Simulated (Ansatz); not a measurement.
# From LDA to G0W0: Cs2InAgCl6 (Fm-3m)

Wanted: the gap of Cs2InAgCl6 (Fm-3m) with a many-body correction, and the time that it takes.

Method: LDA, then G0W0 on it, plane waves, PAW, in Ansatz 0.2.0.

**What was measured.**

- Gap 3.3 eV: optical gap from absorption onset near 380 nm, assigned as direct at Gamma; diffuse reflectance with Kubelka-Munk analysis; powder (“Cs2InAgCl6: A new lead-free halide double perovskite with direct band gap”, 2016, arxiv:1611.05426).

In doubt: one-shot GW on d or f shells is unsure (step 3), so the values of those runs are not to be relied on.

## Step 1: The structure

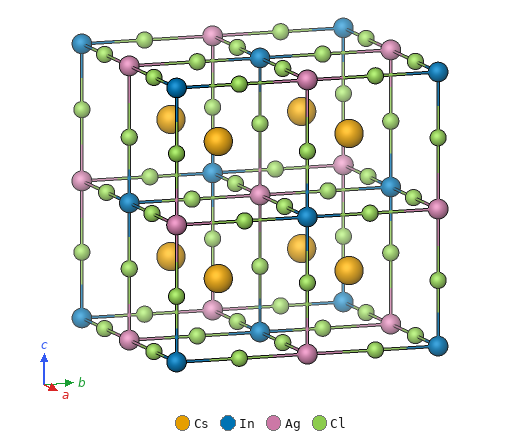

The cell as given, slightly off an axis (caesium orange, indium blue, silver pink, chlorine green). This picture shows the conventional cell, with its axes. Some periodic images of atoms are drawn too.

Structure file:

```cif
data_structure
_symmetry_space_group_name_H-M 'Fm-3m'
_symmetry_Int_Tables_number 225
_cell_length_a 10.4690
_cell_length_b 10.4690
_cell_length_c 10.4690
_cell_angle_alpha 90.000
_cell_angle_beta 90.000
_cell_angle_gamma 90.000
_cell_volume 1147.40
loop_
_atom_site_label
_atom_site_type_symbol
_atom_site_symmetry_multiplicity
_atom_site_Wyckoff_symbol
_atom_site_fract_x
_atom_site_fract_y
_atom_site_fract_z
_atom_site_occupancy
Cs1 Cs 8 c 0.25000 0.75000 0.75000 1
In1 In 4 a 0.00000 0.00000 0.00000 1
Ag1 Ag 4 b 0.50000 0.00000 0.00000 1
Cl1 Cl 24 e 0.23979 0.00000 0.00000 1
```

The cell and positions come from the Crystallography Open Database and are kept as given unless a step says otherwise. Spin-orbit coupling is left out unless a step names it. The default PAW set here is soft_2. Its files were made with PBE.

## Step 2: The LDA band structure

Levels along a band path and on the mesh show where this functional puts the band edges.

This step: DFT, LDA, plane waves, PAW.

The input, input.yaml:

```yaml
crystal:
  lattice:
    - [0.0, 5.2345, 5.2345]
    - [5.2345, 0.0, 5.2345]
    - [5.2345, 5.2345, 0.0]
  atoms:
    - { symbol: Cs, position: [0.25, 0.25, 0.25] }
    - { symbol: Cs, position: [0.75, 0.75, 0.75] }
    - { symbol: In, position: [0.0, 0.0, 0.0] }
    - { symbol: Ag, position: [0.5, 0.5, 0.5] }
    - { symbol: Cl, position: [0.76021, 0.23979, 0.23979] }
    - { symbol: Cl, position: [0.23979, 0.76021, 0.23979] }
    - { symbol: Cl, position: [0.23979, 0.76021, 0.76021] }
    - { symbol: Cl, position: [0.76021, 0.23979, 0.76021] }
    - { symbol: Cl, position: [0.23979, 0.23979, 0.76021] }
    - { symbol: Cl, position: [0.76021, 0.76021, 0.23979] }
kpoints:
  mp_grid: { grid: [4, 4, 4] }
  band_path:
    path:
      - [[0.0, 0.0, 0.0], [0.5, 0.0, 0.5], [0.625, 0.25, 0.625]]
      - [[0.375, 0.375, 0.75], [0.0, 0.0, 0.0], [0.5, 0.5, 0.5], [0.5, 0.25, 0.75], [0.5, 0.0, 0.5]]
    npoints: 10
hamiltonian:
  xc: lda
scf:
  occupations: { method: fermi_dirac, width: 0.02 }
  n_extra_bands: 7
output:
  eigenvalues: true
```

On the command line:

```
$ ansatz run input.yaml --threads 16 --pin off --max-ram 82944MiB --backend cuda --events-out ev --progress --plain --runs-dir out --devices 1 --max-vram 78GiB
```

Numbers of over 12 decimals in the logs are rounded to 6 here.

Output:

```text
scf.n_extra_bands = 7 over 46 filled bands (N_el = 92.0): the run solves 53 bands
GPUs: using 1 of 1 available (devices: 1).
Engine: ansatz 0.2.0, aarch64-unknown-linux-gnu
Pseudopotentials: kind: paw
Pseudopotential: Cs, paw, valence charge 9, recommended cutoff 420 eV (normal), Cs.paw.azcp
Pseudopotential: In, paw, valence charge 13, recommended cutoff 420 eV (normal), In.paw.azcp
Pseudopotential: Ag, paw, valence charge 19, recommended cutoff 420 eV (normal), Ag.paw.azcp
Pseudopotential: Cl, paw, valence charge 7, recommended cutoff 420 eV (normal), Cl.paw.azcp
Functional definition: SPW92
  exchange = slater_x
  correlation = pw_c
device memory: the entry about to start is reckoned to put 14.0 GiB on a device that reports 102.4 GiB free (of which the cap on the GPU budget leaves the run 78.0 GiB)
GPU FFT provider: cuFFT
GPU libraries: cuBLAS 13.8.1, cuFFT 12.4.0, cuSOLVER 12.3.2
GPU matrix products: emulated (plane waves: as basis.precision tells), large ones in fixed point in workspaces of 1.00 GiB
Crystal: 10 atoms, lattice volume = 286.850 Å³
Basis set: ecut = 420 eV, 5601 PW (Γ)
Bands: 53, of which v1, the nominal top of the filled ones, is band 46 counted from 1 (45 counted from 0)
Symmetry: 48 space group operations
Space group: Fm-3m (ITA 225), of the structure as read, at distance tolerance 6.6e-5 Å
k-points: 8 of 64
Non-local potential: Cs, projectors of the file, l = 0: 3, l = 1: 2, l = 2: 2, l = 3: 2
Non-local potential: In, projectors of the file, l = 0: 2, l = 1: 2, l = 2: 2, l = 3: 2
Non-local potential: Ag, projectors of the file, l = 0: 3, l = 1: 2, l = 2: 2, l = 3: 1
Non-local potential: Cl, projectors of the file, l = 0: 2, l = 1: 2, l = 2: 2
PAW form: soft (Blöchl's): semilocal exchange-correlation on the pseudo side does not see the compensation charge
PAW frozen core: Cs, regenerated for the run's functional, and the local potential with it (the file was generated under x = pbe(κ = 0.804, μ = 0.219515), c = pbe(β = 0.066725))
PAW frozen core: In, regenerated for the run's functional, and the local potential with it (the file was generated under x = pbe(κ = 0.804, μ = 0.219515), c = pbe(β = 0.066725))
PAW frozen core: Ag, regenerated for the run's functional, and the local potential with it (the file was generated under x = pbe(κ = 0.804, μ = 0.219515), c = pbe(β = 0.066725))
PAW frozen core: Cl, regenerated for the run's functional, and the local potential with it (the file was generated under x = pbe(κ = 0.804, μ = 0.219515), c = pbe(β = 0.066725))
PAW one-centre angular grid: Cs, 194 points (default); XC on 64 Gauss nodes
PAW one-centre angular grid: In, 590 points (default); XC on 64 Gauss nodes
PAW one-centre angular grid: Ag, 590 points (default); XC on 64 Gauss nodes
PAW one-centre angular grid: Cl, 110 points (default); XC on 64 Gauss nodes
Initial density: superposition of atomic densities (neutral atoms: chi_scale 0, normalization atom), corrected by the library's trained network
Initial wavefunctions: pseudopotential atomic-orbital guess
GPU buffer pool allocated for 125000 grid points (all kernels)
GPU transforms: local potential and band sums: pruned to the plane-wave sphere, on 50×50×50
Functional: x = slater, c = lda
SCF iter   1: F=—  HF=-30203.356803 eV  |F-HF|=—  |Δ(HF+E_count)|=         —  Δρ=7.55e-3  dr2=1.61e-1  ethr=1.77e-3  ⟨swp⟩=10.5  Hψ=1932  notcnv=0
preconditioner: auto → Resta (q_TF=auto, 2.257 Å⁻¹)  ε∞=3.8  [insulator: Δε(μ)=0.764 eV  Ē_g=12.075 eV  σ=0.020 eV  W_gap=1.00  n_scr=58 (ndim 8)  ℏωp=20.1 eV  f_vac=0.035  D(μ)=0.00/eV (n_scr^D=0)  ε∞_Penn≈3.8]
SCF iter   2: F=—  HF=-30203.313262 eV  |F-HF|=—  |Δ(HF+E_count)|=   4.35e-2  Δρ=3.36e-3  dr2=2.64e-2  ethr=1.75e-4  ⟨swp⟩=2.2  Hψ=722  notcnv=0  defer=15
SCF iter   3: F=—  HF=-30203.306065 eV  |F-HF|=—  |Δ(HF+E_count)|=   7.20e-3  Δρ=1.18e-3  dr2=3.23e-3  ethr=2.87e-5  ⟨swp⟩=2.0  Hψ=782  notcnv=0  defer=16
SCF iter   4: F=—  HF=-30203.305458 eV  |F-HF|=—  |Δ(HF+E_count)|=   6.07e-4  Δρ=3.27e-4  dr2=2.94e-4  ethr=3.52e-6  ⟨swp⟩=2.0  Hψ=770  notcnv=0  defer=16
SCF iter   5: F=—  HF=-30203.305451 eV  |F-HF|=—  |Δ(HF+E_count)|=   7.34e-6  Δρ=6.83e-5  dr2=1.52e-5  ethr=3.19e-7  ⟨swp⟩=2.5  Hψ=632  notcnv=0  defer=16
SCF iter   6: F=—  HF=-30203.305526 eV  |F-HF|=—  |Δ(HF+E_count)|=   7.57e-5  Δρ=1.83e-5  dr2=1.37e-6  ethr=1.65e-8  ⟨swp⟩=2.9  Hψ=812  notcnv=0  defer=16
SCF iter   7: F=—  HF=-30203.305526 eV  |F-HF|=—  |Δ(HF+E_count)|=  3.31e-10  Δρ=5.61e-6  dr2=1.50e-7  ethr=1.49e-9  ⟨swp⟩=2.0  Hψ=738  notcnv=0  defer=16
SCF iter   8: F=-30203.305526 eV  HF=-30203.305526 eV  |F-HF|=2.35e-9  |Δ(HF+E_count)|=   1.12e-8  Δρ=1.49e-6  dr2=9.08e-9  ethr=1.09e-10  ⟨swp⟩=10.8  Hψ=1474  notcnv=0
SCF 1 converged in 8 iterations: F = -30203.305526 eV  dr2 = 9.08e-9
  greatest PAW one-centre occupation: 1.002 electrons in one spin orbital (limit 2), on the Ag atom at site 3 (counted from 0), in its partial waves of l = 0
device memory: the entry about to start is reckoned to put 9.0 GiB on a device that reports 102.4 GiB free (of which the cap on the GPU budget leaves the run 78.0 GiB)
NSCF: frozen V_eff on 62 k-points, pencils in batches of 32, up to order 236
SCF converged after 8 iterations
Free energy (F): -30203.305526 eV
Harris-Foulkes:  -30203.305526 eV  (|F-HF|=2.35e-9)
Internal energy: -30203.305526 eV  (E = F + TS)
E sigma→0 (E₀):  -30203.305526 eV
Fermi energy:    4.339571 eV
--- Per-component energies (eV) ---
  E_band       = -695.638863
  E_kinetic    = 2022.627864
  E_local      = -7608.194290  (includes V_loc(G=0)·N_el)
  E_nonlocal   = 709.924442
  E_hartree    = 3127.995729
  E_xc         = -1374.287998
  E_vxc        = -1312.767185  (∫ρ·V_xc dr)
  E_paw        = -21350.320077  (= ΣΔE_a)
  E_vpaw       = -763.221774  (= ΣTr[D̂ρ^β])
  E_aug_tail   = 0.000893  (compensation charges beyond the density's cutoff)
  E_ewald      = -5733.745495
  E_core_change = 2.693407  (= ΣΔE_core)
  E_smearing   = -0.000000  (= −TS)
  E_closure    = -0.000000  (closes the sum)
  Σ components = -30203.305526   (vs F -30203.305526, Δ=0.00e0)
--- Band table (eV; the first three rows and the last of 8) ---
  k-point 0: bands = [... 42 lower, 2.9844, 2.9844, 3.8661, 3.8661, 4.7671, 8.7395, 8.8878, 8.8878, ... 3 higher]
  k-point 1: bands = [... 42 lower, 2.8175, 2.8900, 3.5598, 3.5598, 5.5510, 8.4966, 9.2608, 9.5409, ... 3 higher]
  k-point 2: bands = [... 42 lower, 2.7753, 2.7753, 3.3005, 3.3005, 6.6739, 7.4933, 9.9782, 10.2033, ... 3 higher]
  k-point 7: bands = [... 42 lower, 2.8379, 2.9072, 2.9992, 3.4143, 7.4790, 8.3680, 10.4412, 10.4412, ... 3 higher]
```

It took 2.5 s on 1 × NVIDIA GB200 (shared by 2 runs) with 16 threads of Arm Neoverse V2, shared host; peak memory 1.2 GiB; 8.6 s of CPU time.

This step gave:

```yaml
filled_bands: 46
gap: 0.9010 eV
valence_top_at: Γ
conduction_bottom_at: Γ
least_direct_gap: 0.9010 eV
```

Over mesh and path the gap is 0.901 eV, direct, at k = Γ.

Electronic bands along the path, in eV, zero at the top of the highest nominally filled band:

```csv
point,band 43,band 44,band 45,band 46,band 47,band 48,band 49,band 50
Γ,-0.88,-0.88,0.00,0.00,0.90,4.87,5.02,5.02
X,-0.95,-0.95,-0.90,0.00,3.47,5.44,6.25,6.27
U,-1.02,-0.99,-0.97,-0.28,3.52,4.47,6.42,6.74
jump to K,-1.02,-0.99,-0.97,-0.28,3.52,4.47,6.42,6.74
Γ,-0.88,-0.88,0.00,0.00,0.90,4.87,5.02,5.02
L,-1.09,-1.09,-0.57,-0.57,2.81,3.63,6.11,6.34
W,-1.03,-0.96,-0.87,-0.45,3.61,4.50,6.58,6.58
X,-0.95,-0.95,-0.90,0.00,3.47,5.44,6.25,6.27
```

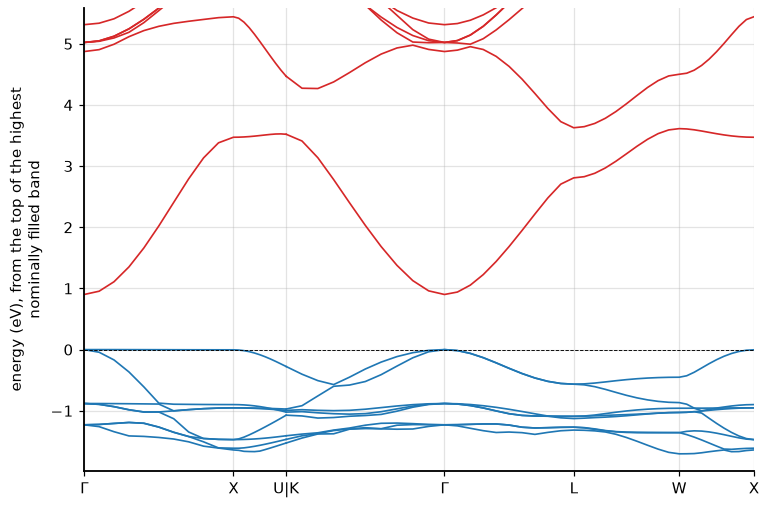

Electronic bands along the path; lines of filled and empty bands in two colours.

## Step 3: One-shot GW

G0W0 replaces the xc potential by a self-energy built once from the orbitals of the start. Levels are corrected in the window of bands that the input names, at points of the mesh.

This step: G0W0 on LDA, plane waves, PAW.

Changes to input.yaml since step 2:

```diff
@@ -18,13 +18,12 @@
   mp_grid: { grid: [4, 4, 4] }
-  band_path:
-    path:
-      - [[0.0, 0.0, 0.0], [0.5, 0.0, 0.5], [0.625, 0.25, 0.625]]
-      - [[0.375, 0.375, 0.75], [0.0, 0.0, 0.0], [0.5, 0.5, 0.5], [0.5, 0.25, 0.75], [0.5, 0.0, 0.5]]
-    npoints: 10
 hamiltonian:
   xc: lda
+  pseudopotentials: { kind: paw, source: ansatz }
 scf:
-  occupations: { method: fermi_dirac, width: 0.02 }
-  n_extra_bands: 7
-output:
-  eigenvalues: true
+  occupations: { method: fixed }
+gw:
+  n_empty_bands: 2889
+  ecut_chi: 270.0
+  qp_bands: [v3, c3]
+  qp_kpoints: band_edges
+  screening: { model: contour_deformation }
```

Output:

```text
GPUs: using 1 of 1 available (devices: 1).
[...]
Crystal: 10 atoms, lattice volume = 286.850 Å³
Basis set: ecut = 710 eV, 12339 PW (Γ)
Bands: 60, of which v1, the nominal top of the filled ones, is band 50 counted from 1 (49 counted from 0)
Symmetry: 48 space group operations
[...]
k-points: 8 of 64
[...]
SCF iter   1: F=—  HF=-33630.510922 eV  |F-HF|=—  |Δ(HF+E_count)|=         —  Δρ=6.37e-2  dr2=1.32e1  ethr=3.10e-3  ⟨swp⟩=10.8  Hψ=2369  notcnv=0  defer=60
[...]
SCF iter   8: F=—  HF=-33625.296316 eV  |F-HF|=—  |Δ(HF+E_count)|=   1.51e-7  Δρ=1.95e-5  dr2=8.62e-7  ethr=1.22e-8  ⟨swp⟩=3.4  Hψ=1074  notcnv=0  defer=64
[...]
SCF 1 converged in 9 iterations: F = -33625.296316 eV  dr2 = 5.75e-8
[...]
SCF converged after 9 iterations
[...]
--- G₀W₀: contour deformation, 8 samples at zero and on the imaginary axis and 4 off it, 64 q-points, 2889 empty bands' worth ---
  eigenvalues of the whole cell's RPA ε∞ on this k-mesh (on a slab, of 1 + 4πα/V) = 3.7287, 3.7287, 3.7287; static W/v taken at q = 0 is 0.268191
  bands read: the sum over 2939 bands ends inside a degenerate multiplet in 2 slots, whose members it reads at an even weight; the widest, k=2: bands 2939 to 2940 (counted from 1) at 1/2 each
  gw.qp_kpoints: band_edges: 7 of 8 stored k-points solved, in 1 pass; an edge of the gap read off the rows below is read off those points alone
    valence top: of the k-points left out ik 5 came nearest to being solved in a further pass, in band 49 (counted from 1, as in the quasiparticle table): it holds the edge there only if its correction is more favourable than any solved in that band by at least 0.529 eV; those differ by 0.431 eV
    conduction bottom: of the k-points left out ik 5 came nearest to being solved in a further pass, in band 51 (counted from 1, as in the quasiparticle table): it holds the edge there only if its correction is more favourable than any solved in that band by at least 1.684 eV; those differ by 0.098 eV
    ik  band        ε_KS         Σx   Σc(E_QP)       V_xc       Z   E_QP_lin       E_QP  E_QP is
     0    48      3.2948   -21.2134     2.7796   -16.9949  0.7503     1.7989     1.8559  root
     0    49      4.1739   -28.2989     3.0966   -24.1439  0.7472     3.0882     3.1155  root
     0    50      4.1739   -28.2989     3.0966   -24.1439  0.7472     3.0882     3.1155  root
     0    51      5.0785   -10.2999    -3.7921   -14.8123  0.8026     5.8049     5.7988  root
     0    52      9.0510    -4.7726    -3.8099    -9.4227  0.8317     9.9021     9.8912  root
     0    53      9.1980    -6.2682    -4.0417   -11.1215  0.8128    10.0209    10.0097  root
     1    48      3.2004   -21.0947     2.8085   -16.8463  0.7493     1.7015     1.7605  root
     1    49      3.8677   -28.1229     3.2561   -23.7975  0.7422     2.7669     2.7984  root
     1    50      3.8677   -28.1229     3.2561   -23.7975  0.7422     2.7669     2.7984  root
     1    51      5.8618   -10.9445    -3.7984   -15.4323  0.7959     6.5576     6.5512  root
     1    52      8.8074    -8.3287    -4.4119   -13.5383  0.7856     9.6151     9.6052  root
     1    53      9.5723    -5.0295    -3.8583    -9.7332  0.8283    10.4294    10.4177  root
     2    48      3.0853   -21.0865     2.7100   -16.9985  0.7491     1.6532     1.7074  root
     2    49      3.6088   -27.6690     3.4153   -23.1296  0.7378     2.4458     2.4847  root
     2    50      3.6088   -27.6690     3.4153   -23.1296  0.7378     2.4458     2.4847  root
     2    51      6.9832   -11.5689    -4.0092   -16.3292  0.7846     7.7462     7.7343  root
     2    52      7.8057    -8.9434    -4.4735   -14.1831  0.7838     8.5805     8.5718  root
     2    53     10.2894    -5.0202    -3.9528    -9.8591  0.8251    11.1906    11.1755  root
     3    48      3.2860   -21.1888     2.7808   -16.9699  0.7502     1.7906     1.8480  root
     3    49      3.2985   -28.4264     3.5318   -23.8887  0.7295     2.2551     2.2926  root
     3    50      4.1720   -28.3004     3.0949   -24.1482  0.7473     3.0876     3.1148  root
     3    51      6.1979   -11.7766    -3.7020   -16.1312  0.7911     6.8567     6.8506  root
     3    52      9.4626    -9.5133    -4.6080   -14.9069  0.7739    10.2631    10.2482  root
     3    53      9.7194    -5.1610    -3.8550    -9.8579  0.8265    10.5732    10.5614  root
     4    48      3.1837   -24.6716     3.3829   -19.9270  0.7409     1.7646     1.8220  root
     4    49      3.2082   -26.1808     3.3358   -21.6990  0.7351     2.0158     2.0622  root
     4    50      3.8948   -28.0550     3.2258   -23.7578  0.7430     2.7924     2.8234  root
     4    51      7.2927   -12.6512    -3.9299   -17.2829  0.7774     8.0045     7.9945  root
     4    52      8.5479    -9.6442    -4.6178   -15.0305  0.7726     9.3285     9.3163  root
     4    53     10.4118    -5.3795    -3.9381   -10.1874  0.8218    11.2959    11.2816  root
     6    48      3.2223   -26.1944     3.6219   -21.2369  0.7380     1.8305     1.8868  root
     6    49      3.2773   -21.1646     2.7821   -16.9453  0.7502     1.7825     1.8400  root
     6    50      4.1702   -28.3027     3.0941   -24.1524  0.7473     3.0869     3.1140  root
     6    51      7.6482   -13.7082    -3.9197   -18.3095  0.7640     8.3284     8.3298  root
     6    52      9.6191   -10.9443    -5.1260   -16.8391  0.7556    10.4068    10.3879  root
     6    53     10.4222    -5.5596    -3.9188   -10.3451  0.8211    11.3030    11.2890  root
     7    48      3.2163   -26.2483     3.6361   -21.2791  0.7377     1.8268     1.8831  root
     7    49      3.3072   -26.3901     3.1180   -22.2229  0.7370     2.2216     2.2580  root
     7    50      3.7223   -28.1884     3.3621   -23.7576  0.7390     2.6198     2.6536  root
     7    51      7.7884   -13.7270    -3.9927   -18.4393  0.7655     8.5151     8.5080  root
     7    52      8.6800    -9.9542    -4.7113   -15.4028  0.7672     9.4309     9.4173  root
     7    53     10.7516    -7.0811    -4.3521   -12.2740  0.8009    11.6045    11.5924  root
```

Wall time 5.3 min (1 × NVIDIA GB200 (shared by 2 runs) with 16 threads); peak memory 24 GiB.

Numbers from this step:

```
bands summed                                    : 2939
RPA ε∞ on this mesh (eigenvalues)               : 3.729, 3.729, 3.729
plane waves in the screening matrix             : 2891
q-points in the mesh                            : 64
G0W0 gap over the corrected points              : 2.683 eV
k of the valence top                            : 0, 0, 0
k of the conduction bottom                      : 0, 0, 0
starting gap on the mesh                        : 0.9047 eV
Z at the valence top                            : 0.7472
Z at the conduction bottom                      : 0.8026
least direct G0W0 gap over the corrected points : 2.683 eV
```

Over 7 of 8 irreducible mesh points the G0W0 gap is 2.683 eV, direct, at k = Γ. The LDA gap of this run on the mesh is 0.905 eV. The two states that bound the G0W0 gap lie that far apart at the start, so the correction of the gap is 2.683 − 0.905 = +1.778 eV. The start of this run differs from the step before in files (soft_2 PAW and hard PAW) and plane-wave cutoff (420 eV and 710 eV).

Labels follow the order of the start: v1 is the top filled band, c1 the lowest empty one; levels that stay degenerate share a row, the window can cut a multiplet, doubted levels are not marked in this list, bands outside the window were not corrected, and the list may be a part of the corrected levels. The levels before and after the correction (eV, zero at the valence-band top of each column):

```csv
,conduction bottom,valence top
Kohn-Sham,0.90,0.00
G0W0,2.68,0.00
```

```csv
,level,occupation,energy (eV)
Kohn-Sham,Γ v3,2,-0.879
Kohn-Sham,Γ v2-v1,2,0.000
Kohn-Sham,Γ c1,0,0.905
Kohn-Sham,Γ c2,0,4.877
Kohn-Sham,Γ c3,0,5.024
G0W0,Γ v3,2,-1.260
G0W0,Γ v2-v1,2,0.000
G0W0,Γ c1,0,2.683
G0W0,Γ c2,0,6.776
G0W0,Γ c3,0,6.894
```

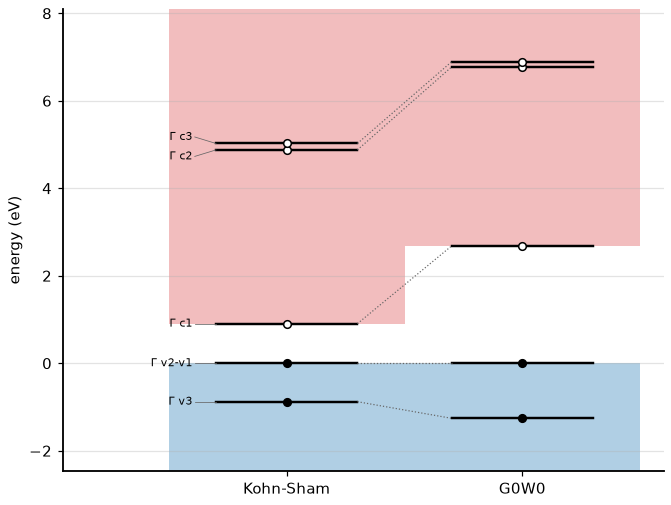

Levels before and after the correction. Shaded: valence and conduction bands. Filled marks are occupied levels, open marks empty ones.

The parts of the quasiparticle energy for the two states that bound the G0W0 gap, in eV on the run's own scale (QP = start + Σx + Σc − Vxc, with Σc at the quasiparticle energy):

```csv
edge,k,band,start,Σx,Σc,Vxc,Z,QP
valence top,Γ,49,4.174,−28.299,3.097,−24.144,0.747,3.115
conduction bottom,Γ,51,5.079,−10.300,−3.792,−14.812,0.803,5.799
```

(Part 1 of 2 ends here.)

[Paths, hosts, dates, memory and timing lines, banners, echoed tables and standing remarks are left out of the program output.]

[Logs are printed without paths, hosts, clocks, repeated set-up lines and the standing remarks that a program may print on its own settings, such as how far it seeks lower states.]

[Runs of the session that timed out or met a known fault of the program may be left out.]

[Cells called generated may have been cut or substituted from an entry of the Crystallography Open Database or the Materials Project.]

[Hosts, paths, dates, database ids (printed as entryN), source tags and the programs' standing remarks are cut or masked in the printed files.]

[Where an RPA ε∞ is given, it is that of the G0W0 mesh and is not shown converged in it. Names of k-points follow the symmetry that the program found, which can be lower than the space group named. Band edges on a path are those of the sampled points; other points can move an edge, and change direct to indirect where valleys lie close.]

[Hybrid gaps are those of their k-mesh and are not shown converged in it.]
